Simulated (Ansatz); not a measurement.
## Si: one change and its effect

System: Si (Fd-3m, 2 atoms in the cell).
Method of the first run: Kohn-Sham DFT of a periodic cell, RPBE with D4, all-electron LAPW, scalar-relativistic, no spin polarisation (Ansatz 0.2.0).

The structure derives from a Materials Project entry. Text and figures count atoms from 1; the logs count them from 0 in places.

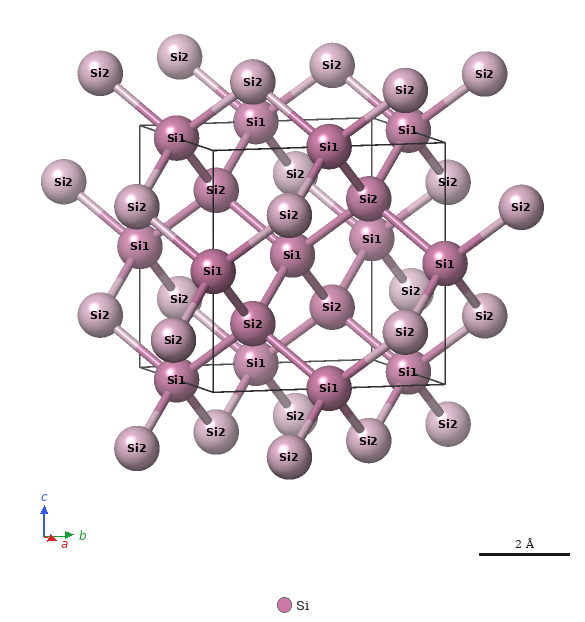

Fig. 1: The input geometry (ball-and-stick view of the cell 4 times as large as that of the calculation, set on its symmetry axes, seen slightly off an axis; neighbours outside the cell are drawn fainter; atoms are numbered from 1 in the order of the input). Near neighbours in the crystal (not all of them lie inside the picture): Si has 4 Si at 2.36 Å.

### Input file, the first run
```yaml
crystal:
  lattice:
    - [0.0, 2.7218511865, 2.7218511865]
    - [2.7218511865, 0.0, 2.7218511865]
    - [2.7218511865, 2.7218511865, 0.0]
  atoms:
    - { symbol: Si, position: [0.5, 0.5, 0.5] }
    - { symbol: Si, position: [0.75, 0.75, 0.75] }
kpoints:
  mp_grid: { grid: [8, 8, 8] }
scf:
  occupations: { method: fermi_dirac, width: 0.05 }
hamiltonian:
  xc: rpbe
  dispersion: d4
  pseudopotentials: { kind: all_electron, lapw: { basis_error: 0.001 } }
output:
  forces: true
  stress: true
relax:
  f_tol: 0.01
  max_steps: 60
  cell: {}
```

Command:
```bash
ansatz run input.yaml --threads 1 --pin off --max-ram 3072MiB --backend cpu --events-out ev --progress --plain --runs-dir out
```

Hardware: 1 thread of Arm Neoverse V1, 24 GiB of memory available, shared host.

### Output, shortened to warnings, some set-up lines, iterations and results (the first run)
```
Basis set: ecut = 238.77838681916774 eV, 331 PW (Γ), exchange–correlation at level 2
Symmetry: 48 space group operations
k-points: 29 of 512
Initial density: superposition of atomic densities (chi_scale 0.1, normalization cell)
[...]
SCF iter   1: F=—  HF=-15792.126329 eV  |F-HF|=—  |Δ(HF+E_count)|=         —  Δρ=4.20e-2  dr2=7.32e-1  ethr=3.04e-3  ⟨swp⟩=2.0  Hψ=3289  notcnv=0
SCF iter   2: F=—  HF=-15792.009636 eV  |F-HF|=—  |Δ(HF+E_count)|=   1.17e-1  Δρ=1.83e-2  dr2=1.23e-1  ethr=3.04e-3  ⟨swp⟩=2.0  Hψ=1278  notcnv=0
SCF iter   3: F=—  HF=-15791.997079 eV  |F-HF|=—  |Δ(HF+E_count)|=   1.26e-2  Δρ=1.27e-3  dr2=3.93e-4  ethr=1.69e-6  ⟨swp⟩=3.0  Hψ=2319  notcnv=0
SCF iter   4: F=—  HF=-15791.997780 eV  |F-HF|=—  |Δ(HF+E_count)|=         —  Δρ=1.73e-4  dr2=8.53e-6  ethr=1.64e-6  ⟨swp⟩=3.0  Hψ=1278  notcnv=0
SCF iter   5: F=—  HF=-15791.997818 eV  |F-HF|=—  |Δ(HF+E_count)|=   3.81e-5  Δρ=4.25e-5  dr2=7.43e-7  ethr=3.55e-8  ⟨swp⟩=3.1  Hψ=1288  notcnv=0
[... 13 lines ...]
relax step   3: F+E_penalty+E_count = -15792.00922012 eV  Δ(F+E_penalty+E_count) = -7.801e-4 eV  max|allowed force component| = 4.973e-17 eV/Å  Δτ_max = 0.0000 Å  P = +0.050 …
SCF iter   1: F=—  HF=-15792.009221 eV  |F-HF|=—  |Δ(HF+E_count)|=         —  Δρ=1.60e-5  dr2=8.22e-8  ethr=3.42e-10  ⟨swp⟩=4.6  Hψ=2338  notcnv=0
SCF iter   2: F=-15792.009221 eV  HF=-15792.009221 eV  |F-HF|=6.42e-8  |Δ(HF+E_count)|=   1.46e-7  Δρ=9.03e-6  dr2=2.72e-8  ethr=3.42e-10  ⟨swp⟩=3.0  Hψ=1243  notcnv=0
SCF 4 converged in 2 iterations: F = -15792.009221 eV  dr2 = 2.72e-8
relax step   4: F+E_penalty+E_count = -15792.00922083 eV  Δ(F+E_penalty+E_count) = -7.078e-7 eV  max|allowed force component| = 4.857e-17 eV/Å  Δτ_max = 0.0000 Å  P = +0.050 …
basis re-selected at this cell: Δ(F+E_penalty+E_count) = -7.078e-7 eV, ΔP = -0.000 GPa vs the last step (what re-selecting the basis moved, after the strain that the cell walked since its last selection, with what the two solves' SCF thresholds leave and, on support functions, any second-order …
SCF converged after 2 iterations
Free energy (F): -15792.009221 eV
Harris-Foulkes:  -15792.009221 eV  (|F-HF|=6.42e-8)
Internal energy: -15792.009195 eV  (E = F + TS)
E sigma→0 (E₀):  -15792.009208 eV
Entropy (-TS):   -0.000026 eV (-0.013 meV/atom)
Fermi energy:    8.128057 eV
--- Per-component energies (eV) ---
  E_band       = -1465.657643
  E_kinetic    = 15839.276033
  E_xc         = -1143.293271
  E_electrostatic = -30486.664803  (all electrons and nuclei)
  E_disp       = -1.327154  (pairwise vdW)
  E_smearing   = -0.000026  (= −TS)
  E_closure    = 0.000000  (closes the sum)
  E_atoms      = -15780.501239  (free atoms, spherical and without spin; not in F)
  Σ components = -15792.009221   (vs F -15792.009221, Δ=0.00e0)
  Basis errors (estimates in eV, not in F): energy 5.1e-4 per atom: plane waves 4.7e-4 (2.9e-4 summed), levels above the bands 4.5e-33, relativity 1.2e-8, radial functions 4.2e-5, core shells 2.3e-13; eigenvalues (radial functions only) 4.1e-7; not estimated: angular momenta, meshes, grids; target …
--- Forces (eV/Å), atoms counted from 1 ---
  atom   1  Si    -0.00000000    -0.00000000    -0.00000000
  atom   2  Si     0.00000000     0.00000000     0.00000000
  max |Σ_I F_I| component: 9.25e-18 eV/Å
--- Stress (GPa, compression-positive) ---
        0.049774       0.000000      -0.000000
        0.000000       0.049774      -0.000000
       -0.000000      -0.000000       0.049774
  P = ⅓ Tr σ = 0.0498 GPa (0.498 kbar)
--- Relaxed structure (3 steps of the walk, 3 accepted, 1 SCFs on fresh bases) ---
  F+E_penalty+E_count = -15792.00922083 eV   max|allowed force component| = 4.857e-17 eV/Å   (the final SCF, on the basis selected at the relaxed cell)
  cell:  # Å, volume = 39.0559 Å³
    - [-5.8278317626243315e-34, 2.6928906259684253, 2.6928906259684253]
    - [2.6928906259684253, 1.4776578895397212e-33, 2.6928906259684253]
    - [2.6928906259684253, 2.6928906259684253, 1.2260738954155014e-33]
  atoms:
    - { symbol: Si, position: [0.49999999999999994, 0.49999999999999994, 0.49999999999999994] }
[...]
```

The second run used a changed input.

### The two runs side by side

| quantity | the first run | the second run |
| --- | --- | --- |
| outcome | converged | converged |
| free energy per atom (eV) | −7896.0046 | −7896.5828 |
| pressure (GPa) | 0.05 | 0.00 |
| volume per atom (Å³) | 19.53 | 18.57 |
| largest force (eV/Å) | 0.000 | 0.000 |
| SCF iterations | 15 | 19 |
| irreducible k-points | 29 | 29 |
| wall time (shared host) | 7.8 s | 9.2 s |

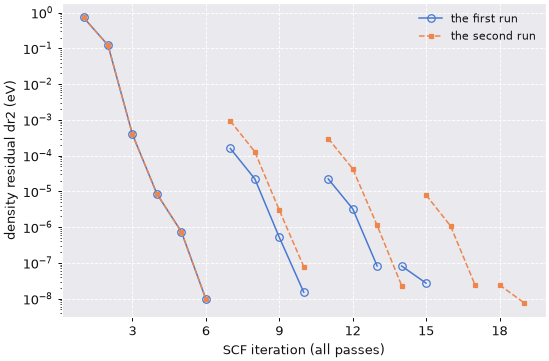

Fig. 2: Convergence of the two runs: density residual dr2 against the SCF iteration. A break in a curve parts two SCF passes. The first run takes 15 iterations in all, and the second run takes 19.

Which change of the input explains these differences?

The change (lines with − go, lines with + come):
```diff
-  dispersion: d4
+  dispersion: d3bj
```

The total energies belong to different models, so their difference says nothing on which is more stable or more accurate. The volume per atom goes from 19.53 to 18.57 Å³. The SCF takes 19 iterations over all geometry steps against 15.

### Output, shortened to warnings, some set-up lines, iterations and results (the second run)
```
Basis set: ecut = 238.77838681916774 eV, 331 PW (Γ), exchange–correlation at level 2
Symmetry: 48 space group operations
k-points: 29 of 512
Initial density: superposition of atomic densities (chi_scale 0.1, normalization cell)
[...]
SCF iter   1: F=—  HF=-15793.220664 eV  |F-HF|=—  |Δ(HF+E_count)|=         —  Δρ=4.20e-2  dr2=7.32e-1  ethr=3.04e-3  ⟨swp⟩=2.0  Hψ=3289  notcnv=0
SCF iter   2: F=—  HF=-15793.103971 eV  |F-HF|=—  |Δ(HF+E_count)|=   1.17e-1  Δρ=1.83e-2  dr2=1.23e-1  ethr=3.04e-3  ⟨swp⟩=2.0  Hψ=1278  notcnv=0
SCF iter   3: F=—  HF=-15793.091414 eV  |F-HF|=—  |Δ(HF+E_count)|=   1.26e-2  Δρ=1.27e-3  dr2=3.93e-4  ethr=1.69e-6  ⟨swp⟩=3.0  Hψ=2319  notcnv=0
SCF iter   4: F=—  HF=-15793.092115 eV  |F-HF|=—  |Δ(HF+E_count)|=         —  Δρ=1.73e-4  dr2=8.53e-6  ethr=1.64e-6  ⟨swp⟩=3.0  Hψ=1278  notcnv=0
SCF iter   5: F=—  HF=-15793.092153 eV  |F-HF|=—  |Δ(HF+E_count)|=   3.81e-5  Δρ=4.25e-5  dr2=7.43e-7  ethr=3.55e-8  ⟨swp⟩=3.1  Hψ=1288  notcnv=0
[... 19 lines ...]
relax step   4: F+E_penalty+E_count = -15793.16557419 eV  Δ(F+E_penalty+E_count) = -3.477e-4 eV  max|allowed force component| = 3.354e-17 eV/Å  Δτ_max = 0.0000 Å  P = -0.001 …
SCF iter   1: F=—  HF=-15793.165575 eV  |F-HF|=—  |Δ(HF+E_count)|=         —  Δρ=9.47e-6  dr2=2.43e-8  ethr=1.01e-10  ⟨swp⟩=4.2  Hψ=2304  notcnv=0
SCF iter   2: F=-15793.165575 eV  HF=-15793.165575 eV  |F-HF|=1.75e-8  |Δ(HF+E_count)|=   4.82e-8  Δρ=5.25e-6  dr2=7.72e-9  ethr=1.01e-10  ⟨swp⟩=3.0  Hψ=1227  notcnv=0
SCF 5 converged in 2 iterations: F = -15793.165575 eV  dr2 = 7.72e-9
relax step   5: F+E_penalty+E_count = -15793.16557462 eV  Δ(F+E_penalty+E_count) = -4.341e-7 eV  max|allowed force component| = 2.371e-17 eV/Å  Δτ_max = 0.0000 Å  P = -0.001 …
basis re-selected at this cell: Δ(F+E_penalty+E_count) = -4.341e-7 eV, ΔP = +0.000 GPa vs the last step (what re-selecting the basis moved, after the strain that the cell walked since its last selection, with what the two solves' SCF thresholds leave and, on support functions, any second-order …
SCF converged after 2 iterations
Free energy (F): -15793.165575 eV
Harris-Foulkes:  -15793.165575 eV  (|F-HF|=1.75e-8)
Internal energy: -15793.165515 eV  (E = F + TS)
E sigma→0 (E₀):  -15793.165545 eV
Entropy (-TS):   -0.000060 eV (-0.030 meV/atom)
Fermi energy:    8.696872 eV
--- Per-component energies (eV) ---
  E_band       = -1450.846669
  E_kinetic    = 15843.144402
  E_xc         = -1144.184642
  E_electrostatic = -30489.531951  (all electrons and nuclei)
  E_disp       = -2.593324  (pairwise vdW)
  E_smearing   = -0.000060  (= −TS)
  E_closure    = 0.000000  (closes the sum)
  E_atoms      = -15780.501239  (free atoms, spherical and without spin; not in F)
  Σ components = -15793.165575   (vs F -15793.165575, Δ=0.00e0)
  Basis errors (estimates in eV, not in F): energy 5.7e-4 per atom: plane waves 5.3e-4 (3.2e-4 summed), levels above the bands 1.3e-38, relativity 1.3e-8, radial functions 4.6e-5, core shells 2.7e-13; eigenvalues (radial functions only) 4.5e-7; not estimated: angular momenta, meshes, grids; target …
--- Forces (eV/Å), atoms counted from 1 ---
  atom   1  Si     0.00000000    -0.00000000    -0.00000000
  atom   2  Si    -0.00000000     0.00000000     0.00000000
  max |Σ_I F_I| component: 6.65e-18 eV/Å
--- Stress (GPa, compression-positive) ---
       -0.000831      -0.000000       0.000000
       -0.000000      -0.000831      -0.000000
        0.000000      -0.000000      -0.000831
  P = ⅓ Tr σ = -0.0008 GPa (-0.008 kbar)
--- Relaxed structure (4 steps of the walk, 4 accepted, 1 SCFs on fresh bases) ---
  F+E_penalty+E_count = -15793.16557462 eV   max|allowed force component| = 2.371e-17 eV/Å   (the final SCF, on the basis selected at the relaxed cell)
  cell:  # Å, volume = 37.1390 Å³
    - [7.834134471390041e-34, 2.6480949118591033, 2.6480949118591033]
    - [2.6480949118591033, -1.6050421874434177e-33, 2.6480949118591033]
    - [2.6480949118591033, 2.6480949118591033, -3.165499875436386e-33]
  atoms:
    - { symbol: Si, position: [0.5, 0.5, 0.5] }
[...]
```
